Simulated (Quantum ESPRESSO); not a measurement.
**SiC (Moissanite 3C): a worked LO-TO splitting**

How high does the longitudinal optical mode of SiC (Moissanite 3C) lie, given the transverse one, the Born charge and ε∞?

Method: DFT LDA, scalar-relativistic, plane waves, PseudoDojo norm-conserving pseudopotentials, in Quantum ESPRESSO 7.5.

## Step 1: The relaxed structure

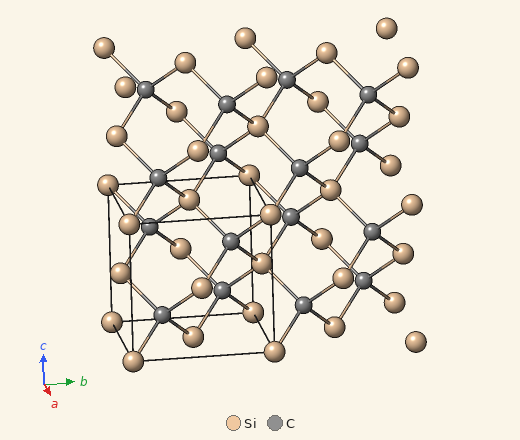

The cell as given, slightly off an axis (silicon light orange, carbon grey). 1×2×2 cells are drawn. This picture shows the conventional cell, with its axes. Bonds to atoms that aren't drawn are left out. Some periodic images of atoms are drawn too.

Structure file:

```cif
data_structure
_symmetry_space_group_name_H-M 'P 1'
_symmetry_Int_Tables_number 1
_cell_length_a 3.0584
_cell_length_b 3.0584
_cell_length_c 3.0584
_cell_angle_alpha 60.000
_cell_angle_beta 60.000
_cell_angle_gamma 60.000
_cell_volume 20.23
loop_
_atom_site_label
_atom_site_type_symbol
_atom_site_fract_x
_atom_site_fract_y
_atom_site_fract_z
_atom_site_occupancy
Si1 Si 0.00000 0.00000 0.00000 1
C2 C 0.25000 0.25000 0.25000 1
```

This is the cell after its relaxation at this level of theory, not the database cell from which that began.

## Step 2: What the response run gave

A linear-response run on the relaxed cell, with the response to an electric field; only its zone-centre results are used. Cutoff 82 Ry, k mesh 12×12×12.

What it wrote:

```text
[banners, grids, parts of the stress and lines that vanish by symmetry left out]
Program PHONON v.7.5
     Reading xml data from directory:

[...]
Exchange-correlation= PW
                           (   1   4   0   0   0   0   0)
[...]
kinetic-energy cut-off    =      82.0000  Ry
     charge density cut-off    =     328.0000  Ry
     convergence threshold     =      1.0E-18
[...]
Exchange-correlation= PW
                           (   1   4   0   0   0   0   0)
[...]
q = (   0.0000000   0.0000000   0.0000000 )
     25 Sym.Ops. (with q -> -q+G )
     G cutoff =  277.5253  (  13731 G-vectors)     FFT grid: ( 36, 36, 36)
     number of k points=    72
[...]
Mode symmetry, T_d (-43m)  point group:
[...]
Dielectric constant
[...]
End of electric fields calculation
          Dielectric constant in cartesian axis
          (       6.878381811      -0.000000000      -0.000000000 )
          (      -0.000000000       6.878381811      -0.000000000 )
          (      -0.000000000      -0.000000000       6.878381811 )
          Effective charges (d Force / dE) in cartesian axis without acoustic sum rule applied (asr)
           atom    1  Si    Mean Z*:        2.72210
      Ex  (        2.72210       -0.00000       -0.00000 )
      Ey  (       -0.00000        2.72210        0.00000 )
      Ez  (       -0.00000        0.00000        2.72210 )
           atom    2  C     Mean Z*:       -2.72355
      Ex  (       -2.72355        0.00000        0.00000 )
      Ey  (        0.00000       -2.72355       -0.00000 )
      Ez  (        0.00000       -0.00000       -2.72355 )
          Effective charges Sum: Mean:       -0.00145
[...]
Effective charges (d Force / dE) in cartesian axis with asr applied:
           atom    1  Si    Mean Z*:        2.72283
[...]
atom    2  C     Mean Z*:       -2.72283
[...]
Representation #   1 modes #   1   2   3
[...]
End of self-consistent calculation
     Convergence has been achieved
     Representation #   2 modes #   4   5   6
[...]
End of self-consistent calculation
     Convergence has been achieved
[...]
Dielectric constant in cartesian axis
          (       6.878381811      -0.000000000      -0.000000000 )
          (      -0.000000000       6.878381811      -0.000000000 )
          (      -0.000000000      -0.000000000       6.878381811 )
          Effective charges (d Force / dE) in cartesian axis without acoustic sum rule applied (asr)
           atom    1  Si    Mean Z*:        2.72210
      Ex  (        2.72210       -0.00000       -0.00000 )
      Ey  (       -0.00000        2.72210        0.00000 )
      Ez  (       -0.00000        0.00000        2.72210 )
           atom    2  C     Mean Z*:       -2.72355
      Ex  (       -2.72355        0.00000        0.00000 )
      Ey  (        0.00000       -2.72355       -0.00000 )
      Ez  (        0.00000       -0.00000       -2.72355 )
          Effective charges Sum: Mean:       -0.00145
[...]
Effective charges (d Force / dE) in cartesian axis with asr applied:
           atom    1  Si    Mean Z*:        2.72283
[...]
atom    2  C     Mean Z*:       -2.72283
[...]
q = (    0.000000000   0.000000000   0.000000000 )
[...]
freq (    1) =      -0.033353 [THz] =      -1.112539 [cm-1]
     freq (    2) =      -0.033353 [THz] =      -1.112539 [cm-1]
     freq (    3) =      -0.033353 [THz] =      -1.112539 [cm-1]
     freq (    4) =      23.933136 [THz] =     798.323485 [cm-1]
     freq (    5) =      23.933136 [THz] =     798.323485 [cm-1]
     freq (    6) =      23.933136 [THz] =     798.323485 [cm-1]
[...]
Mode symmetry, T_d (-43m)  point group:
     freq (   1-   3) =         -1.1  [cm-1]   --> T_2  G_15 P_4   I+R
     freq (   4-   6) =        798.3  [cm-1]   --> T_2  G_15 P_4   I+R

   JOB DONE.
```

| quantity | value |
| --- | --- |
| cell volume Ω (Å³) | 20.229 |
| mass of Si (u) | 28.085 |
| mass of C (u) | 12.011 |
| Born charge of Si, raw (e) | 2.722 |
| Born charge of C, raw (e) | -2.724 |
| ε∞ | 6.878 |
| ω(TO) after the sum rule (cm⁻¹) | 798.3 |

## Step 3: The calculation

The charges must sum to zero over the cell; taking off their mean, -0.001 e, leaves Z* = 2.723 e on Si. In the polar mode Si moves against C, so the reduced mass is μ = 28.09 × 12.01 / 40.10 = 8.413 u.

A longitudinal wave builds up a field that adds to the restoring force: ω(LO)² = ω(TO)² + 4π Z*² / (μ Ω ε∞), in Hartree atomic units. With μ = 15336 electron masses and Ω = 136.51 bohr³ the second term is 6.4698e-06 Ha², or 311644 cm⁻² (1 Ha = 219474.6 cm⁻¹).

So ω(LO) = √(637331 + 311644) = 974.2 cm⁻¹, and by the Lyddane-Sachs-Teller relation ε₀ = ε∞ (ω(LO)/ω(TO))² = 10.24.

## Step 4: Check against the program

The analysis program adds the same non-analytic term to the full matrix, here for q along (1 0 0).

What it wrote:

```text
[banner, memory and clock lines left out]
Program DYNMAT v.7.5

     Reading Dynamical Matrix from file g.dyn
     ...Force constants read
     ...epsilon and Z* read

     Polarizability (A^3 units)
     multiply by 0.337899 for Clausius-Mossotti correction
         9.462785   -0.000000   -0.000000
        -0.000000    9.462785   -0.000000
        -0.000000   -0.000000    9.462785

     IR activities are in (D/A)^2/amu units

# mode   [cm-1]    [THz]      IR
    1     -0.00   -0.0000    0.0000
    2      0.00    0.0000    0.0000
    3      0.00    0.0000    0.0000
    4    798.33   23.9332   20.3309
    5    798.33   23.9332   20.3309
    6    974.15   29.2042   20.3309
```

ε₀ comes from the program's run without a direction of q.

| quantity | by hand | program |
| --- | --- | --- |
| ω(LO) (cm⁻¹) | 974.2 | 974.1 |
| ε₀ | 10.24 | 10.24 |

## Step 5: What came out

```
TO mode                    : 798.3 cm⁻¹
LO mode                    : 974.1 cm⁻¹
static dielectric constant : 10.24
```

The LO mode of SiC (Moissanite 3C) lies at 974 cm⁻¹, 176 cm⁻¹ above the TO mode; the formula meets the program within 0.1 cm⁻¹, as it must for a cubic crystal with one polar mode. ω(LO)² − ω(TO)² goes with Z*²/ε∞: an error of 5 % in ε∞ would move the LO mode by 7.6 cm⁻¹, and semilocal functionals tend to overestimate ε∞. These are harmonic values at zero temperature, at the volume of this functional, for the structure held cubic; stability elsewhere in the zone is no part of this calculation.

[Host names and launcher messages were left out of these logs when they were recorded.]

[Logs are printed without paths, hosts, clocks, repeated set-up lines and the standing remarks that a program may print on its own settings, such as how far it seeks lower states.]

[Hosts, paths, dates, database ids (printed as entryN), source tags and the programs' standing remarks are cut or masked in the printed files.]
